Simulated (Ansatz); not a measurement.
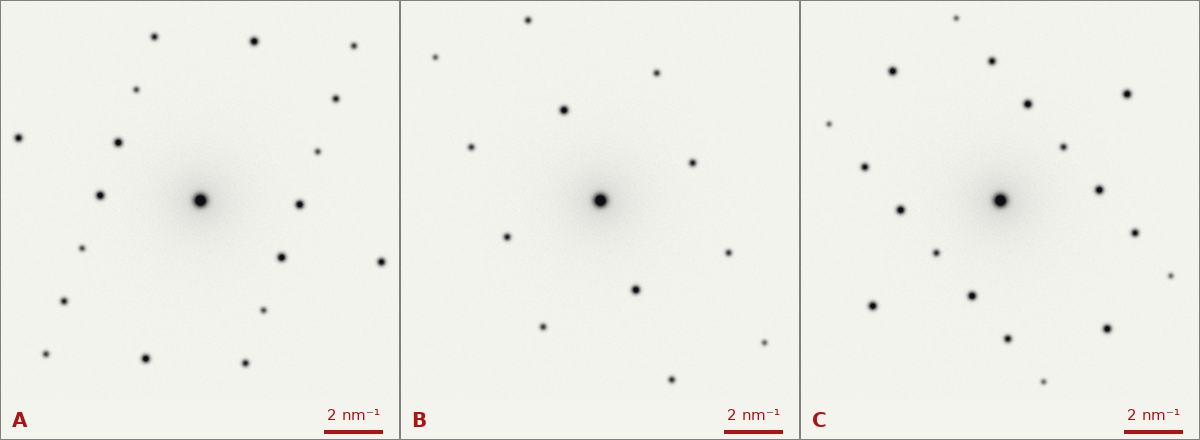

Simulated selected-area electron diffraction patterns (300 kV, kinematic approximation, thin crystal, B = 0.5 Å² for all atoms).

All three come from Bi, space group P6/mmm (No. 191), a = 5.904 Å, c = 3.452 Å (hexagonal axes). Structure: the end point of a relaxation with DFT, BLYP, plane waves (420 eV) with PAW, scalar-relativistic in Ansatz; the starting structure was generated, so it need not be a known form of this composition.

> Assign the zone axes [100], [101], [212] to A, B and C.

A is [101]: centred rectangular net of 0 1 0 (itself too weak to see) at d = 5.11 Å and 1 0 -1 at d = 2.86 Å, at 73.8°. B is [212]: rectangular net of -1 2 0 at d = 2.95 Å and -1 0 1 at d = 2.86 Å, at 90.0°. C is [100]: rectangular net of 0 1 0 (itself too weak to see) at d = 5.11 Å and 0 0 1 at d = 3.45 Å, at 90.0°.
